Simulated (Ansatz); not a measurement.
## Single-point calculation, with input and output: SnO

The run: single-point calculation of SnO (4 atoms in the cell). Method and program: DFT, LDA, plane waves, PAW, no spin polarisation (Ansatz 0.2.0).

The structure was built on a prototype by a generator. The geometry comes from this level: r2SCAN. It belongs to a series of runs on one base structure; here: drawn settings.

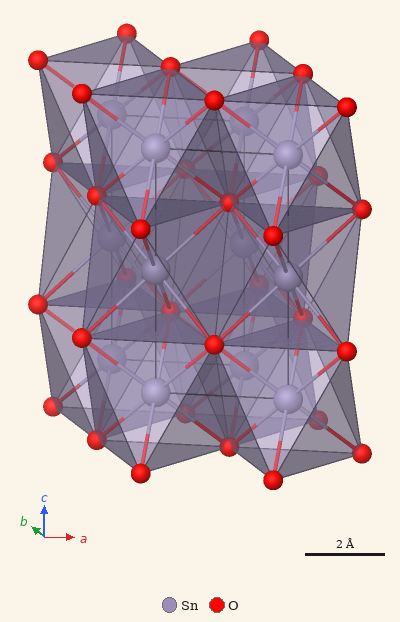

Fig. 1: The input geometry (polyhedral view of the cell of the calculation, seen slightly off an axis; polyhedra are completed across the faces of the cell).

The input:
```yaml
crystal:
  lattice:
    - [3.4232701772, 0.0, 0.0]
    - [-1.7116350886, 2.9646389374, 0.0]
    - [0.0, 0.0, 6.417955429]
  atoms:
    - { symbol: Sn, position: [0.0, 0.0, 0.0] }
    - { symbol: Sn, position: [0.0, 0.0, 0.5] }
    - { symbol: O, position: [0.3333333333, 0.6666666667, 0.25] }
    - { symbol: O, position: [0.6666666667, 0.3333333333, 0.75] }
kpoints:
  mp_grid: { grid: [6, 6, 2] }
hamiltonian:
  xc: lda
scf:
  occupations: { method: fermi_dirac, width: 0.02 }
output:
  optics:
    e_range: [0, 15]
    de: 0.1
    sigma: 0.15
    scissors: 0
    scheme: fermi_dirac
    drude_damping: 0.02
    bands: auto
```

Hardware: 4 threads of Arm Neoverse V1, 24 GiB of memory available, shared host.

Launch command:
```bash
ansatz run input.yaml --threads 4 --pin off --max-ram 3686MiB --backend cpu --events-out ev --progress --plain --runs-dir out
```

Output:
```
Engine: ansatz 0.2.0, aarch64-unknown-linux-gnu
Pseudopotentials: kind: paw
Pseudopotential: Sn, paw, valence charge 14, recommended cutoff 420 eV (normal), Sn.paw.azcp
Pseudopotential: O, paw, valence charge 6, recommended cutoff 420 eV (normal), O.paw.azcp
Functional definition: SPW92
  exchange = slater_x
  correlation = pw_c
Crystal: 4 atoms, lattice volume = 65.134 Å³
Basis set: ecut = 420 eV, 1305 PW (Γ)
Bands: 24, of which v1, the nominal top of the filled ones, is band 20 counted from 1 (19 counted from 0)
Symmetry: 24 space group operations
Space group: P63/mmc (ITA 194), of the structure as read, at distance tolerance 4.0e-5 Å
k-points: 14 of 72
Non-local potential: Sn, projectors of the file, l = 0: 2, l = 1: 2, l = 2: 2, l = 3: 2
Non-local potential: O, projectors of the file, l = 0: 2, l = 1: 2, l = 2: 1
PAW form: soft (Blöchl's): semilocal exchange-correlation on the pseudo side does not see the compensation charge
PAW frozen core: Sn, regenerated for the run's functional, and the local potential with it (the file was generated under x = pbe(κ = 0.804, μ = 0.2195149727645171), c = pbe(β = 0.06672455060314922))
PAW frozen core: O, regenerated for the run's functional, and the local potential with it (the file was generated under x = pbe(κ = 0.804, μ = 0.2195149727645171), c = pbe(β = 0.06672455060314922))
PAW one-centre angular grid: Sn, 590 points (default); XC on 64 Gauss nodes
PAW one-centre angular grid: O, 110 points (default); XC on 64 Gauss nodes
Initial density: superposition of atomic densities (neutral atoms: chi_scale 0, normalization atom), corrected by the library's trained network
Initial wavefunctions: pseudopotential atomic-orbital guess
Functional: x = slater, c = lda
SCF iter   1: F=—  HF=-12867.690361 eV  |F-HF|=—  |Δ(HF+E_count)|=         —  Δρ=2.07e-2  dr2=2.86e-1  ethr=1.77e-3  ⟨swp⟩=6.4  Hψ=1597  notcnv=0
preconditioner: auto → Kerker (q_TF=auto, 2.515 Å⁻¹)  [metal: Δε(μ)=0.029 eV  Ē_g=17.170 eV  σ=0.020 eV  W_gap=0.34  n_scr=22 (ndim 8)  ℏωp=29.1 eV  f_vac=0.003  D(μ)=3.08/eV (n_scr^D=34)]
SCF iter   2: F=—  HF=-12867.650852 eV  |F-HF|=—  |Δ(HF+E_count)|=   3.95e-2  Δρ=1.06e-2  dr2=8.48e-2  ethr=7.15e-4  ⟨swp⟩=2.0  Hψ=500  notcnv=0
preconditioner: auto → Resta (q_TF=auto, 2.515 Å⁻¹)  ε∞=3.9  [insulator: Δε(μ)=0.124 eV  Ē_g=17.220 eV  σ=0.020 eV  W_gap=0.82  n_scr=22 (ndim 8)  ℏωp=29.1 eV  f_vac=0.003  D(μ)=1.24/eV (n_scr^D=2)  ε∞_Penn≈3.9]
SCF iter   3: F=—  HF=-12867.634148 eV  |F-HF|=—  |Δ(HF+E_count)|=   1.67e-2  Δρ=1.68e-3  dr2=2.55e-3  ethr=2.12e-4  ⟨swp⟩=2.0  Hψ=457  notcnv=0
SCF iter   4: F=—  HF=-12867.633621 eV  |F-HF|=—  |Δ(HF+E_count)|=   5.27e-4  Δρ=3.65e-4  dr2=5.15e-5  ethr=6.38e-6  ⟨swp⟩=2.0  Hψ=409  notcnv=0
SCF iter   5: F=—  HF=-12867.633614 eV  |F-HF|=—  |Δ(HF+E_count)|=   6.79e-6  Δρ=5.25e-5  dr2=1.23e-6  ethr=1.29e-7  ⟨swp⟩=2.0  Hψ=429  notcnv=0
SCF iter   6: F=—  HF=-12867.633614 eV  |F-HF|=—  |Δ(HF+E_count)|=   7.46e-8  Δρ=2.58e-5  dr2=3.50e-7  ethr=3.09e-9  ⟨swp⟩=2.0  Hψ=616  notcnv=0
SCF iter   7: F=—  HF=-12867.633614 eV  |F-HF|=—  |Δ(HF+E_count)|=   7.63e-8  Δρ=3.17e-6  dr2=7.41e-9  ethr=8.75e-10  ⟨swp⟩=2.9  Hψ=612  notcnv=0
SCF iter   8: F=—  HF=-12867.633614 eV  |F-HF|=—  |Δ(HF+E_count)|=   1.10e-9  Δρ=3.22e-7  dr2=6.95e-11  ethr=1.85e-11  ⟨swp⟩=2.0  Hψ=409  notcnv=0
SCF iter   9: F=-12867.633614 eV  HF=-12867.633614 eV  |F-HF|=7.28e-12  |Δ(HF+E_count)|=    0.00e0  Δρ=6.08e-8  dr2=3.39e-12  ethr=1.00e-12  ⟨swp⟩=3.5  Hψ=797  notcnv=0
SCF 1 converged in 9 iterations: F = -12867.633614 eV  dr2 = 3.39e-12
  greatest PAW one-centre occupation: 0.994 electrons in one spin orbital (limit 2), on the Sn atom at site 1 (counted from 0), in its partial waves of l = 2
NSCF: frozen V_eff on 14 k-points
Optics k sum: 0 of 14 k-points
Optics k sum: 1 of 14 k-points
Optics k sum: 2 of 14 k-points
Optics k sum: 3 of 14 k-points
Optics k sum: 4 of 14 k-points
Optics k sum: 5 of 14 k-points
Optics k sum: 6 of 14 k-points
Optics k sum: 7 of 14 k-points
Optics k sum: 8 of 14 k-points
Optics k sum: 9 of 14 k-points
Optics k sum: 10 of 14 k-points
Optics k sum: 11 of 14 k-points
Optics k sum: 12 of 14 k-points
Optics k sum: 13 of 14 k-points
Optics k sum: 14 of 14 k-points
Optics k sum: 0 of 14 k-points
Optics k sum: 1 of 14 k-points
Optics k sum: 2 of 14 k-points
Optics k sum: 3 of 14 k-points
Optics k sum: 4 of 14 k-points
Optics k sum: 5 of 14 k-points
Optics k sum: 6 of 14 k-points
Optics k sum: 7 of 14 k-points
Optics k sum: 8 of 14 k-points
Optics k sum: 9 of 14 k-points
Optics k sum: 10 of 14 k-points
Optics k sum: 11 of 14 k-points
Optics k sum: 12 of 14 k-points
Optics k sum: 13 of 14 k-points
Optics k sum: 14 of 14 k-points
Optics k sum: 0 of 14 k-points
Optics k sum: 1 of 14 k-points
Optics k sum: 2 of 14 k-points
Optics k sum: 3 of 14 k-points
Optics k sum: 4 of 14 k-points
Optics k sum: 5 of 14 k-points
Optics k sum: 6 of 14 k-points
Optics k sum: 7 of 14 k-points
Optics k sum: 8 of 14 k-points
Optics k sum: 9 of 14 k-points
Optics k sum: 10 of 14 k-points
Optics k sum: 11 of 14 k-points
Optics k sum: 12 of 14 k-points
Optics k sum: 13 of 14 k-points
Optics k sum: 14 of 14 k-points
Optics k sum: 0 of 14 k-points
Optics k sum: 1 of 14 k-points
Optics k sum: 2 of 14 k-points
Optics k sum: 3 of 14 k-points
Optics k sum: 4 of 14 k-points
Optics k sum: 5 of 14 k-points
Optics k sum: 6 of 14 k-points
Optics k sum: 7 of 14 k-points
Optics k sum: 8 of 14 k-points
Optics k sum: 9 of 14 k-points
Optics k sum: 10 of 14 k-points
Optics k sum: 11 of 14 k-points
Optics k sum: 12 of 14 k-points
Optics k sum: 13 of 14 k-points
Optics k sum: 14 of 14 k-points
output.optics: what the bands over the 87 summed would add to eps1, eps2 and the energy-loss function is held between a lower and an upper bound (5 Lanczos steps). eps1, eps2 and their loss function (loss_summed_bands) are given on every row as the summed bands alone make them. Along an axis, on a row where the two bounds hold the loss function to about 1 % of the greater of itself and 0.5 % of |1/eps|, its cell (loss_completed) is given, with the completed eps1 and eps2 that it is formed of (a cell that is left empty reads nan in the table and null in the record). The two bounds hold it so along every axis on all 150 rows up to 15.000 eV. The run works to bound the rows up to 37.867 eV and no higher ones: a peak of the loss function over that energy may be left empty with no warning. To have the run work for it, set output.optics.bands.spectra_wanted_up_to to a higher energy. perfect_screening_sum, loss_f_sum_n_eff and, beside carriers, perfect_screening_limit are those of loss_summed_bands: over the bounded function the two sums would run over rows that are not all bounded, and lack what the bands left out lay past the top of the energy grid. Bounded is said of the bands left out alone, which are those that the basis at basis.ecutwfc holds: it says nothing of that cutoff, of the k-point mesh, of what the sum inside its cells errs by (eps2_relative_error), of the factors of all_electron_strengths, nor of how far the SCF is converged. The bands left out are taken at the k-points, and what their mean over the points' cells stands off that by is in neither bound: the run's estimate of it, which the test of a row counts in, is 0.07 % of |eps| at the most among the values given; where the mean stood off by over 0.5 % the points' spread read 0.1 to 3 times that
SCF converged after 9 iterations
Free energy (F): -12867.633614 eV
Harris-Foulkes:  -12867.633614 eV  (|F-HF|=7.28e-12)
Internal energy: -12867.632111 eV  (E = F + TS)
E sigma→0 (E₀):  -12867.632862 eV
Entropy (-TS):   -0.001503 eV (-0.376 meV/atom)
Fermi energy:    10.622610 eV
--- Per-component energies (eV) ---
  E_band       = -149.371300
  E_kinetic    = 716.091204
  E_local      = -2088.971975  (includes V_loc(G=0)·N_el)
  E_nonlocal   = 42.412824
  E_hartree    = 1167.393962
  E_xc         = -904.689483
  E_vxc        = -385.044969  (∫ρ·V_xc dr)
  E_paw        = -8274.146196  (= ΣΔE_a)
  E_vpaw       = -768.650957  (= ΣTr[D̂ρ^β])
  E_aug_tail   = 0.004652  (compensation charges beyond the density's cutoff)
  E_ewald      = -3526.770738
  E_core_change = 1.043639  (= ΣΔE_core)
  E_smearing   = -0.001503  (= −TS)
  E_closure    = 0.000000  (closes the sum)
  Σ components = -12867.633614   (vs F -12867.633614, Δ=0.00e0)
--- Band table (eV; the first three rows and the last of 14) ---
  k-point 0: bands = ["-11.1462", "-11.0094", "-11.0094", "-10.9949", "-10.9949", "-10.9537", "-10.9537", "-10.9290", "-10.8767", "-10.8767", "-7.8938", "-7.3242", "1.1589", "3.4228", "6.6192", "7.5001", "7.5001", "7.7263", "7.7263", "9.9261", "11.0886", "16.5016", "16.5016", "17.5835"]
  k-point 1: bands = ["-11.0373", "-11.0373", "-11.0021", "-11.0021", "-11.0021", "-11.0021", "-10.9154", "-10.9154", "-10.9154", "-10.9154", "-7.6275", "-7.6275", "2.1149", "2.1149", "7.6170", "7.6170", "7.6170", "7.6170", "8.1462", "8.1462", "13.5430", "13.5430", "16.9883", "16.9883"]
  k-point 2: bands = ["-11.1308", "-11.0371", "-11.0027", "-10.9933", "-10.9772", "-10.9647", "-10.9594", "-10.9062", "-10.8923", "-10.8798", "-7.7326", "-7.1608", "1.6010", "3.0878", "6.4718", "6.7462", "7.2205", "7.7031", "7.9230", "10.5904", "11.2185", "14.4336", "15.4964", "16.5477"]
  k-point 13: bands = ["-11.0536", "-11.0536", "-10.9695", "-10.9695", "-10.9556", "-10.9556", "-10.9454", "-10.9454", "-10.9440", "-10.9440", "-6.8346", "-6.8346", "3.2208", "3.2208", "4.8791", "4.8791", "7.0897", "7.0897", "9.3933", "9.3933", "10.8381", "10.8381", "14.0176", "14.0176"]
```

File optics_head.txt:
```
# E[eV]	eps2_interband_xx	eps2_interband_yy	eps2_interband_zz	eps2_interband_xy	eps2_interband_xz	eps2_interband_yz	eps1_interband_xx	eps1_interband_yy	eps1_interband_zz	eps1_interband_xy	eps1_interband_xz	eps1_interband_yz	eps2_xx	eps2_yy	eps2_zz	eps2_xy	eps2_xz	eps2_yz	eps1_xx	eps1_yy	eps1_zz	eps1
# format = ansatz-optics/6
# intraband_term = drude
# n_periodic_directions = 3
# eps1_interband_at_0(xx yy zz xy xz yz) = 24.446975 24.446975 25.842558 0.000000 0.000000 0.000000
# eps1_interband_at_0_completed(xx yy zz) = 24.473764 24.473764 25.869480
# k_sum = mesh_cells
# eps2_relative_error = 0.0022
# drude_weight_relative_error = 0.0634
# eps1_interband_at_0_relative_error = 0.0500
# f_sum_interband_n_eff(xx yy zz) = 37.656119 37.656119 37.512621
# f_sum_interband_n_eff_momentum_only(xx yy zz) = 19.579612 19.579612 19.497911
# fermi_ev = 10.538738
# fermi_mp_grid = 6 6 2
# fermi_mp_shift = 0 0 0
# occupation_method = fermi_dirac
# smearing_width_ev = 2e-2
# drude_damping_ev = 2e-2
# drude_plasma_energy_squared_ev2(xx yy zz xy xz yz) = 6.325748 6.325748 8.068609 0.000000 0.000000 0.000000
# drude_plasma_energy_ev(xx yy zz) = 2.515104 2.515104 2.840530
# f_sum_intraband_n_eff(xx yy zz) = 0.298818 0.298818 0.381148
# unresolved_interband_energy_squared_ev2(xx yy zz xy xz yz) = 0.000000 0.000000 0.000000 0.000000 0.000000 0.000000
# f_sum_unresolved_interband_n_eff(xx yy zz) = 0.000000 0.000000 0.000000
# f_sum_n_eff(xx yy zz) = 37.954937 37.954937 37.893769 of n_electrons = 40.000000
# loss_f_sum_n_eff(xx yy zz) = 37.952175 37.952175 37.889546
# perfect_screening_sum(xx yy zz) = 1.000000 1.000000 1.000000
# perfect_screening_sum_on_rows(xx yy zz) = 1.000091 1.000091 0.999792
# perfect_screening_limit(xx yy zz) = 1.000000 1.000000 1.000000
# the maxima of the summed bands' own loss function (the loss_summed_bands columns) are measured between the rows too: peak_sampling_summed_bands says what part of their heights the rows count for, and missed_extrema_summed_bands lists those of which they count for under four fifths, the half width
# peak_sampling_summed_bands_xx(least_part_sampled least_sampled_at_ev n_extrema n_missed) = 9.636370e-1 0.522308249222972 7 0
# peak_sampling_summed_bands_yy(least_part_sampled least_sampled_at_ev n_extrema n_missed) = 9.636370e-1 0.5223082492229717 7 0
# peak_sampling_summed_bands_zz(least_part_sampled least_sampled_at_ev n_extrema n_missed) = 7.972907e-1 0.5528275340984541 8 1
# missed_extrema_summed_bands_zz_0(kind at_ev height curvature_half_width_ev lorentzian_area_ev part_sampled) = finite 0.5528275340984541 1.162888e-1 9.355350e-2 3.417809e-2 7.972907e-1
# peak_sampling_completed and missed_extrema_completed say the same of the loss function that is bounded in the bands left out (the loss_completed columns), of its maxima between two points that are bounded alone
# peak_sampling_completed_xx(least_part_sampled least_sampled_at_ev n_extrema n_missed) = 9.645430e-1 0.5219930513439364 7 0
# peak_sampling_completed_yy(least_part_sampled least_sampled_at_ev n_extrema n_missed) = 9.645430e-1 0.5219930513439366 7 0
# peak_sampling_completed_zz(least_part_sampled least_sampled_at_ev n_extrema n_missed) = 7.946658e-1 0.5525417443316712 8 1
# missed_extrema_completed_zz_0(kind at_ev height curvature_half_width_ev lorentzian_area_ev part_sampled) = finite 0.5525417443316712 1.163363e-1 9.336271e-2 3.412234e-2 7.946658e-1
# n_bands = 87
# n_bands_set_by = photon_energy
# the loss_summed_bands columns' heights are not shown to be converged in n_bands (drawn for output.optics.bands)
# valid_up_to_ev = 38.135174
# evaluated_top_ev = 75.400000
# all_electron_strengths = true
# band_completion = completed
# the eps1, eps2 and loss_summed_bands columns, and eps_inf_summed_bands or eps1_interband_at_0, are the summed bands' own on every row. eps_inf is eps_inf_completed where that is given along all three axes. loss_summed_bands is the loss function of that eps1 and eps2 (beside carriers the total's).
# response = whole
# tolerance = 0.01
# method = lanczos_chains
# lanczos_steps = 5
# chains_run = together
# ended_by = wanted_rows_settled
# boundable_up_to_ev = 38.585174
# wanted_up_to_ev = 37.866703
# the run works to bound the rows up to wanted_up_to_ev and no higher ones, so that a peak of the completed columns over that energy may read nan with no warning: a higher spectra_wanted_up_to under output.optics.bands (a deck at auto types it in the place of auto) has the run work for it too
# change_inside_cells = 0.0007 (estimated)
# the bands left out are taken at the k-points, and what their mean over the points' cells stands off that by is in neither bound: this much, as a part of |eps| at the most among the values given, which the test of a row counts in (under method = linear_solves it holds an estimate of how far a sum a
# bound_at_0(xx yy zz) = bounded bounded bounded
# rows_by_bound_xx(bounded bounds_too_wide limited_by_band_error limited_by_mesh_spread above_boundable_range not_finite) = 150 0 0 0 0 0
# rows_by_bound_yy(bounded bounds_too_wide limited_by_band_error limited_by_mesh_spread above_boundable_range not_finite) = 150 0 0 0 0 0
# rows_by_bound_zz(bounded bounds_too_wide limited_by_band_error limited_by_mesh_spread above_boundable_range not_finite) = 150 0 0 0 0 0
# bounded_ranges_ev_xx = 0.100000-15.000000
# bounded_ranges_ev_yy = 0.100000-15.000000
# bounded_ranges_ev_zz = 0.100000-15.000000
```

Summary:

```json
{"quantity": "outcome", "value": "converged"}
{"quantity": "space group (tolerance 0.01 Å)", "value": "P6₃/mmc (194)"}
{"quantity": "electrons treated", "value": "40"}
{"quantity": "free energy", "value": "−12867.6336 eV"}
{"quantity": "Fermi energy", "value": "10.623 eV"}
{"quantity": "band gap", "value": "none (metallic)"}
{"quantity": "wall time", "value": "46 s (CPU time 3 min)"}
{"quantity": "peak memory", "value": "0.79 GiB"}
```

Remarks:

Settings chosen away from the usual ones: drawn settings. Warnings of the run: the optical spectrum is taken on partly filled bands. The k-point mesh is coarse for a cell of this size, so the results may not be converged.
